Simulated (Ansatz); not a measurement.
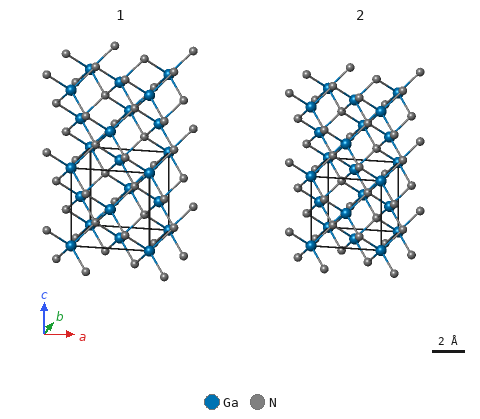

Two geometries of solid GaN (a generated structure, set up in F-43m) (coarse preliminary run), drawn at one scale. One is the start of a relaxation, the other its converged end. Style: ball-and-stick. Shown: the conventional cell (4 times the calculation's cell), repeated 1 × 1 × 2 with one cell outlined, slightly off an axis. Lengths and directions refer to the drawn axes.

All numbers below come from Ansatz, DFT PBE, scalar-relativistic, plane waves, PAW. Set-up: plane-wave cutoff 420 eV; k-point mesh 6 × 6 × 6; occupations gaussian; smearing width 0.1 eV; no spin polarisation; cell and atoms relaxed; force threshold 0.05 eV/Å; at most 60 steps.

Question: Which one is relaxed?

Answer: Structure 2 is the relaxed one. Case: Sb → N on all its sites, cell and atoms relaxed. The energy falls by 561 meV per atom in 4 accepted moves (5 points after the start). All forces vanish by symmetry, so only the cell relaxes. Pressure: −26.61 GPa at the start and −0.38 GPa at the end. The SCF was repeated once at an unchanged geometry on a basis and grid sized afresh for the cell, which shifted the energy by 3.6 meV per atom at most. No atom moves by more than 0.005 Å relative to the cell. The volume changes by −29.0 %, with a = b = c 5.102 → 4.551 Å (−10.8 %). Some distances before and after: Ga–N 2.209 → 1.971 Å. The space group stays F-43m (No. 216). The run took 1.7 s on 2 threads of AMD EPYC 9R45 96-Core Processor (Zen 5), on a shared host, peak memory 0.35 GiB.
